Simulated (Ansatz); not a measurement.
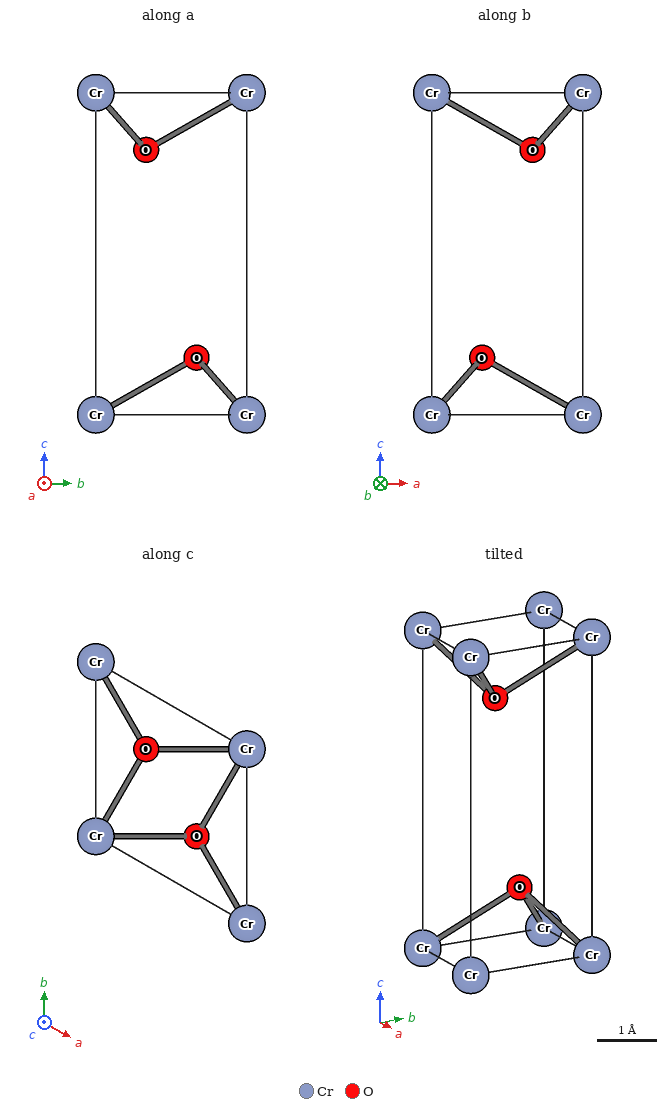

View along the a axis, along the b axis, along the c axis and slightly off an axis, drawn as a ball-and-stick model. Atoms at the boundary of the conventional unit cell (the box) are drawn once for each face, edge or corner they touch.

Lattice parameters: a = 2.9871 Å, b = 2.9871 Å, c = 5.5156 Å, α = 90.000°, β = 90.000°, γ = 120.000°.

> Set out the cell and atoms as a CIF with its space group and independent sites, with free fractional coordinates to two decimals.

```cif
data_structure
_symmetry_space_group_name_H-M 'P -3 m 1'
_symmetry_Int_Tables_number 164
_cell_length_a 2.9871
_cell_length_b 2.9871
_cell_length_c 5.5156
_cell_angle_alpha 90.000
_cell_angle_beta 90.000
_cell_angle_gamma 120.000
_cell_volume 42.62
loop_
_atom_site_label
_atom_site_type_symbol
_atom_site_symmetry_multiplicity
_atom_site_Wyckoff_symbol
_atom_site_fract_x
_atom_site_fract_y
_atom_site_fract_z
_atom_site_occupancy
Cr1 Cr 1 a 0.00 0.00 0.00 1
O1 O 2 d 0.3333 0.6667 0.18 1
```

The cell started as a structure type filled with these elements by a generator (whether the compound takes this form wasn't checked). Earlier steps of the study may have refined or changed the cell and positions. A calculation with Ansatz used it as input.

At this level of theory the cell isn't at rest (stretched, at -13 GPa and forces up to 1.2 eV/Å), so its distances can differ from those at equilibrium, the more so the softer the solid.
